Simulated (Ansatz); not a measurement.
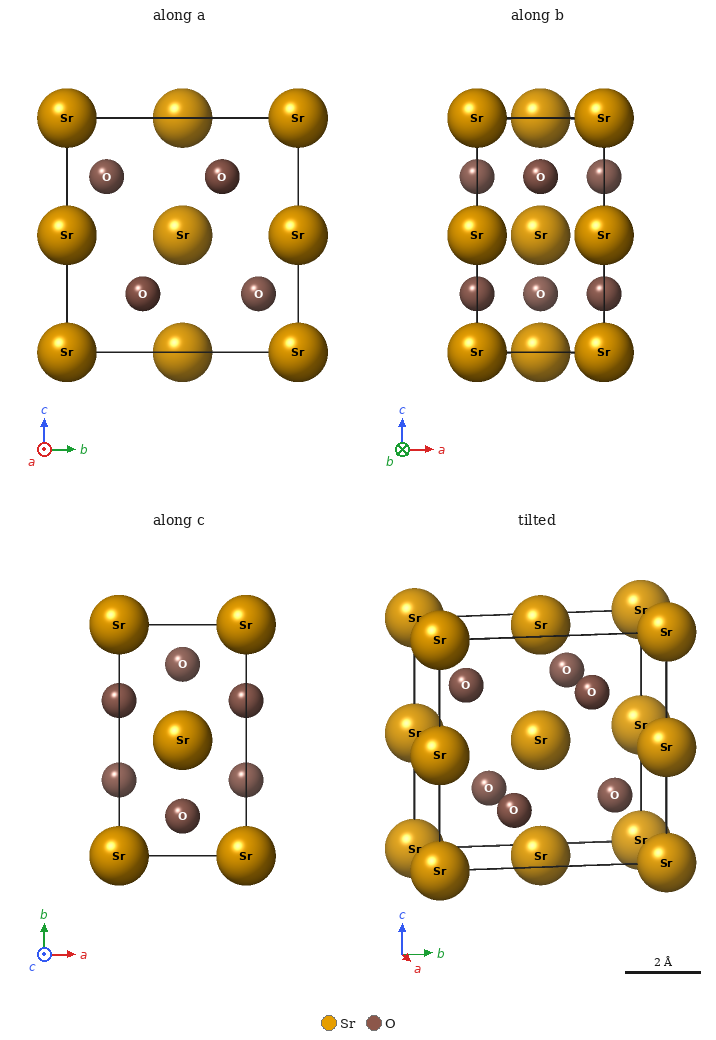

The structure above is drawn in spheres-only style and viewed along the a axis, along the b axis, along the c axis and slightly off an axis. The parallelepiped is the conventional unit cell.

Lattice parameters: a = 3.3894 Å, b = 6.1717 Å, c = 6.2551 Å, α = 90.000°, β = 90.000°, γ = 90.000°.

> Transcribe the picture into a CIF in P1 with every atom of the cell, with free fractional coordinates to two decimals.

```cif
data_structure
_symmetry_space_group_name_H-M 'P 1'
_symmetry_Int_Tables_number 1
_cell_length_a 3.3894
_cell_length_b 6.1717
_cell_length_c 6.2551
_cell_angle_alpha 90.000
_cell_angle_beta 90.000
_cell_angle_gamma 90.000
_cell_volume 130.84
loop_
_atom_site_label
_atom_site_type_symbol
_atom_site_fract_x
_atom_site_fract_y
_atom_site_fract_z
_atom_site_occupancy
Sr1 Sr 0.00 0.00 0.00 1
Sr2 Sr 0.00 0.00 0.50 1
O1 O 0.00 0.33 0.25 1
O2 O 0.50 0.17 0.75 1
Sr3 Sr 0.50 0.50 0.00 1
Sr4 Sr 0.50 0.50 0.50 1
O3 O 0.50 0.83 0.25 1
O4 O 0.00 0.67 0.75 1
```

Its origin is a structure type filled with these elements by a generator (whether the compound takes this form wasn't checked). The cell was then strained or its atoms displaced on purpose. It was run through Ansatz as a DFT input.

At this level of theory the cell isn't at rest (compressed, at 5 GPa), so its distances can differ from those at equilibrium, the more so the softer the solid.
